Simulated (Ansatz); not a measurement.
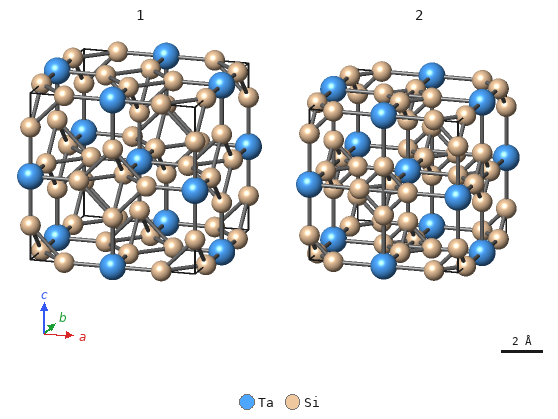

Two geometries of crystalline TaSi$_{6}$ (a generated structure, set up in Fm-3m) (coarse preliminary run), drawn at one scale. One is the start of a relaxation, the other its converged end. Style: ball-and-stick. Shown: the conventional cell (4 times the calculation's cell), slightly off an axis. Lengths and directions refer to the drawn axes.

The calculation used DFT PBE, scalar-relativistic, plane waves, PAW (Ansatz 0.2.0). Set-up: plane-wave cutoff 420 eV; k-point mesh 4 × 4 × 4; occupations gaussian; smearing width 0.1 eV; no spin polarisation; cell and atoms relaxed; force threshold 0.04 eV/Å; at most 70 steps.

Q: Which of the two is the end point?

A: Structure 1 is the relaxed one. The largest moves relative to the cell, 0.37 Å, are those of Si atoms. Ta stays in place. The volume changes by +35.9 %, with a = b = c 7.699 → 8.528 Å (+10.8 %). Among the contacts that change: Si–Si 2.489 → 3.502 Å, Si–Si 1.760 → 2.476 Å, Si–Ta 2.605 → 2.513 Å. The space group stays Fm-3m (No. 225). The energy falls by 5852 meV per atom in 5 accepted moves (6 points after the start). Largest force component: 43 eV/Å at the start, 0.014 eV/Å at the end. The pressure goes from 150.39 to 0.26 GPa. The SCF was repeated once at an unchanged geometry on a basis and grid sized afresh for the cell, which shifted the energy by 4.9 meV per atom at most.
